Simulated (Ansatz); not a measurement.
# Geometry relaxation, with input and output: ZrO2 (part 2 of 2)

The same run, continued: ZrO2 (Fm-3m, 3 atoms in the cell); DFT PBE, scalar-relativistic, plane waves, PAW, no spin polarisation (Ansatz 0.2.0); cutoff 420 eV, 8×8×8 k-mesh, Gaussian smearing of 0.02 eV. The structure derives from a Materials Project entry.

Geometry of the input (Å; fractional positions):
```
0.0000  2.5451  2.5451
2.5451  0.0000  2.5451
2.5451  2.5451  0.0000
Zr 0.0000  0.0000  0.0000
O  0.2500  0.2500  0.2500
O  0.7500  0.7500  0.7500
```

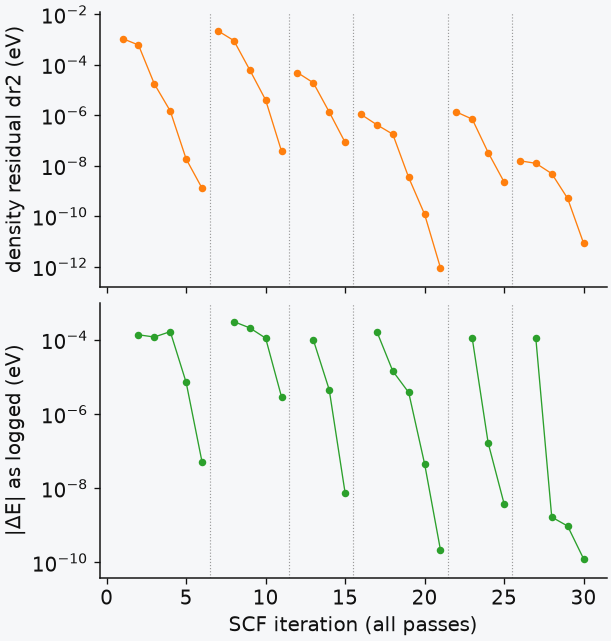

Figure 1. Convergence of the self-consistent field: density residual dr2 and size of the energy change against the SCF iteration. The dotted lines part the SCF passes of the relaxation: geometry steps, rejected trials and re-solves on a re-selected basis. The 6 passes take 4 to 6 iterations each, 30 in all.

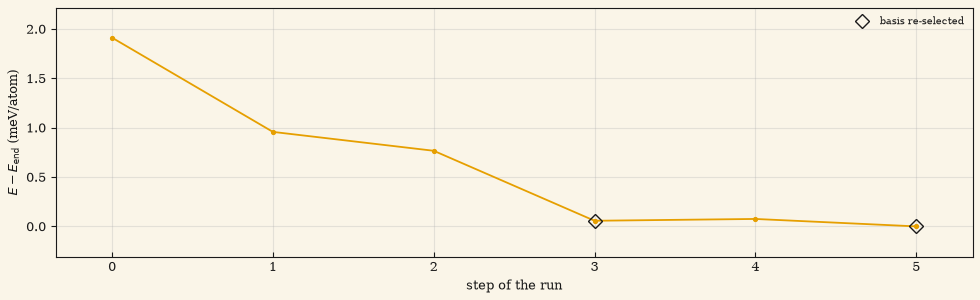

Figure 2. Progress of the relaxation, step by step (the first geometry is step 0 here and step 1 in the log).

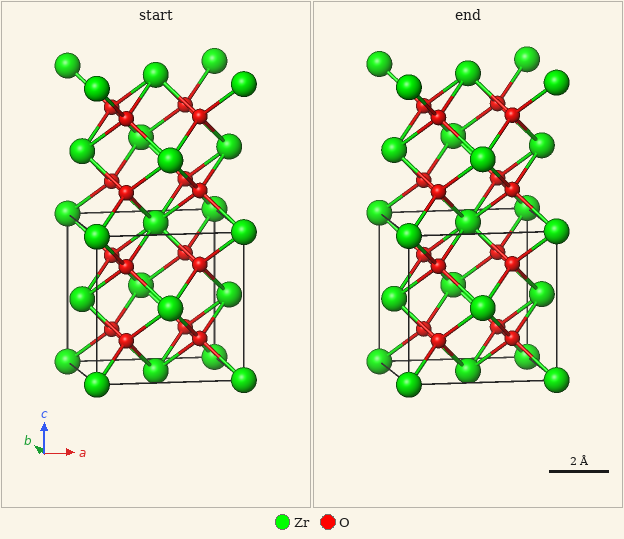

Figure 3. Before (left) and after (right) the relaxation, at one scale (ball-and-stick view of the cell 4 times as large as that of the calculation, set on its symmetry axes, repeated 1 × 1 × 2, seen at an oblique angle). The energy falls by 1.8 meV per atom in 3 geometry steps. All forces vanish by symmetry, so only the cell relaxes. Pressure: 3.69 GPa at the start and 0.00 GPa at the end. The basis was re-selected once at an unchanged geometry, which shifts the energy a little without any move. No atom moves by more than 0.005 Å relative to the cell. The drawn cell changes as follows: a = b = c 5.090 → 5.116 Å (+0.5 %); the volume changes by +1.5 %. Among the contacts that change: Zr1–O2 2.204 → 2.215 Å. The space group stays Fm-3m (No. 225). The energy change given includes the shifts at the re-selections in mid-walk, which come without any move. A last SCF at the same geometry on a re-selected plane-wave basis shifts the energy by −0.1 meV per atom. (Atoms are counted from 1 in the order of the input.)

```
basis re-selected at this cell: Δ(F+E_penalty+E_count) = -2.259e-4 eV, ΔP = +0.002 GPa vs the last step (what re-selecting the basis moved, of the pressure what is left beyond the Pulay correction that the steps carried, after the strain that the cell walked since its last selection, with what the two solves' SCF thresholds leave and, on support functions, any second-order correction that the steps lacked; it is no measure of the basis error at this ecutwfc). This SCF's stress stands 3.55e-3 GPa from its target on what of the cell is left free (relax.cell.stress_tol is 5.00e-2 GPa) and its largest allowed force component is 1.23e-17 eV/Å (relax.f_tol is 5.00e-3 eV/Å): within both
SCF converged after 5 iterations
Free energy (F): -5323.820365 eV
Harris-Foulkes:  -5323.820365 eV  (|F-HF|=1.82e-12)
Internal energy: -5323.820365 eV  (E = F + TS)
E sigma→0 (E₀):  -5323.820365 eV
Fermi energy:    13.565410 eV
--- Per-component energies (eV) ---
  E_band       = -66.652319
  E_kinetic    = 686.590881
  E_local      = -1151.672797  (includes V_loc(G=0)·N_el)
  E_nonlocal   = 171.103065
  E_hartree    = 379.851704
  E_xc         = -311.769044
  E_vxc        = -382.579646  (∫ρ·V_xc dr)
  E_paw        = -3268.712382  (= ΣΔE_a)
  E_vpaw       = -149.802184  (= ΣTr[D̂ρ^β])
  E_aug_tail   = 0.004986  (compensation charges beyond the density's cutoff)
  E_ewald      = -1829.216776
  E_smearing   = -0.000000  (= −TS)
  E_closure    = 0.000000  (closes the sum)
  Σ components = -5323.820365   (vs F -5323.820365, Δ=0.00e0)
--- Forces (eV/Å), atoms counted from 1 ---
  atom   1  Zr    -0.00000000     0.00000000    -0.00000000
  atom   2  O      0.00000000     0.00000000     0.00000000
  atom   3  O     -0.00000000    -0.00000000    -0.00000000
  max |Σ_I F_I| component: 4.63e-18 eV/Å
--- Stress (GPa, compression-positive) ---
        0.003551      -0.000000       0.000000
        0.000000       0.003551      -0.000000
       -0.000000      -0.000000       0.003551
  P = ⅓ Tr σ = 0.0036 GPa (0.036 kbar)
--- Band table (eV; the first three rows and the last of 29) ---
  k-point 0: bands = ["-36.2470", "-14.0640", "-14.0640", "-14.0640", "-6.2184", "-3.7137", "6.7631", "6.7631", "6.7631", "11.3792", "11.3792", "11.3792", "15.2240", "15.2240", "18.3740", "21.0878"]
  k-point 1: bands = ["-36.2407", "-14.1674", "-14.0737", "-14.0737", "-6.0106", "-3.8641", "6.9105", "6.9105", "7.1696", "11.0130", "11.1067", "11.1067", "15.4995", "15.4995", "18.8435", "20.5885"]
  k-point 2: bands = ["-36.2255", "-14.4016", "-14.0970", "-14.0970", "-5.5587", "-4.1391", "7.2734", "7.2734", "8.1325", "10.2835", "10.6251", "10.6251", "15.8959", "15.8959", "18.6217", "20.4555"]
  k-point 28: bands = ["-36.1894", "-14.5007", "-14.5007", "-14.2309", "-4.5213", "-4.5213", "7.2302", "7.3096", "9.5558", "9.5558", "10.5482", "11.7096", "16.2832", "16.4115", "18.0637", "18.0637"]
--- Relaxed structure (4 steps of the walk, 4 accepted, 2 SCFs on fresh bases) ---
  F+E_penalty+E_count = -5323.82036454 eV   max|allowed force component| = 1.234e-17 eV/Å   (the final SCF, on the basis selected at the relaxed cell)
  cell:  # Å, volume = 33.4725 Å³
    - [5.350140634540369e-34, 2.5579141802885164, 2.5579141802885164]
    - [2.5579141802885164, 1.6241498354854693e-34, 2.5579141802885164]
    - [2.5579141802885164, 2.5579141802885164, 2.1336870387750277e-34]
  atoms:
    - { symbol: Zr, position: [-2.1898826450016222e-35, 1.912349711364371e-35, 2.4394980646043566e-35] }
    - { symbol: O, position: [0.25, 0.25, 0.25] }
    - { symbol: O, position: [0.75, 0.75, 0.75] }
```

Trajectory as extended XYZ (Å, eV, eV/Å), 6 frames, from step=1 to step=6
```
3
Lattice="0.0000 2.5451 2.5451 2.5451 0.0000 2.5451 2.5451 2.5451 0.0000" Properties=species:S:1:pos:R:3:forces:R:3 step=1 energy=-5323.81463 pressure_GPa=3.69
Zr    0.0000    0.0000    0.0000    0.0000   0.0000   0.0000
O     1.2725    1.2725    1.2725    0.0000   0.0000   0.0000
O     3.8176    3.8176    3.8176    0.0000   0.0000   0.0000
3
Lattice="0.0000 2.5598 2.5598 2.5598 0.0000 2.5598 2.5598 2.5598 0.0000" Properties=species:S:1:pos:R:3:forces:R:3 step=2 energy=-5323.81749 pressure_GPa=-0.67
Zr    0.0000    0.0000    0.0000    0.0000   0.0000   0.0000
O     1.2799    1.2799    1.2799    0.0000   0.0000   0.0000
O     3.8398    3.8398    3.8398    0.0000   0.0000   0.0000
3
Lattice="0.0000 2.5576 2.5576 2.5576 0.0000 2.5576 2.5576 2.5576 0.0000" Properties=species:S:1:pos:R:3:forces:R:3 step=3 energy=-5323.81807 pressure_GPa=-0.01
Zr    0.0000    0.0000    0.0000    0.0000   0.0000   0.0000
O     1.2788    1.2788    1.2788    0.0000   0.0000   0.0000
O     3.8363    3.8363    3.8363    0.0000   0.0000   0.0000
3
Lattice="0.0000 2.5576 2.5576 2.5576 0.0000 2.5576 2.5576 2.5576 0.0000" Properties=species:S:1:pos:R:3:forces:R:3 step=4 energy=-5323.82019 pressure_GPa=0.10
Zr    0.0000    0.0000    0.0000    0.0000   0.0000   0.0000
O     1.2788    1.2788    1.2788    0.0000   0.0000   0.0000
O     3.8363    3.8363    3.8363    0.0000   0.0000   0.0000
3
Lattice="0.0000 2.5579 2.5579 2.5579 0.0000 2.5579 2.5579 2.5579 0.0000" Properties=species:S:1:pos:R:3:forces:R:3 step=5 energy=-5323.82014 pressure_GPa=0.00
Zr    0.0000    0.0000    0.0000    0.0000   0.0000   0.0000
O     1.2790    1.2790    1.2790    0.0000   0.0000   0.0000
O     3.8369    3.8369    3.8369    0.0000   0.0000   0.0000
3
Lattice="0.0000 2.5579 2.5579 2.5579 0.0000 2.5579 2.5579 2.5579 0.0000" Properties=species:S:1:pos:R:3:forces:R:3 step=6 energy=-5323.82036 pressure_GPa=0.00
Zr    0.0000    0.0000    0.0000    0.0000   0.0000   0.0000
O     1.2790    1.2790    1.2790    0.0000   0.0000   0.0000
O     3.8369    3.8369    3.8369    0.0000   0.0000   0.0000
```

Results in brief

| quantity | value |
| --- | --- |
| outcome | converged |
| space group (tolerance 0.01 Å) | Fm-3m (225) |
| electrons treated | 24 |
| free energy | −5323.8204 eV |
| Fermi energy | 13.565 eV |
| gap on the k-point mesh | 3.32 eV |
| pressure | 0.00 GPa |
| final volume | 33.47 Å³ |
| largest force (length of the vector) at the end | under 0.001 eV/Å |
| final cell | a = 3.617 Å, b = 3.617 Å, c = 3.617 Å, α = 60.00°, β = 60.00°, γ = 60.00° |
| hardware | 4 threads of Arm Neoverse V1, 24 GiB of memory available, shared host |
| wall time | 2.2 s (CPU time 7 s) |
| peak memory | 0.32 GiB |
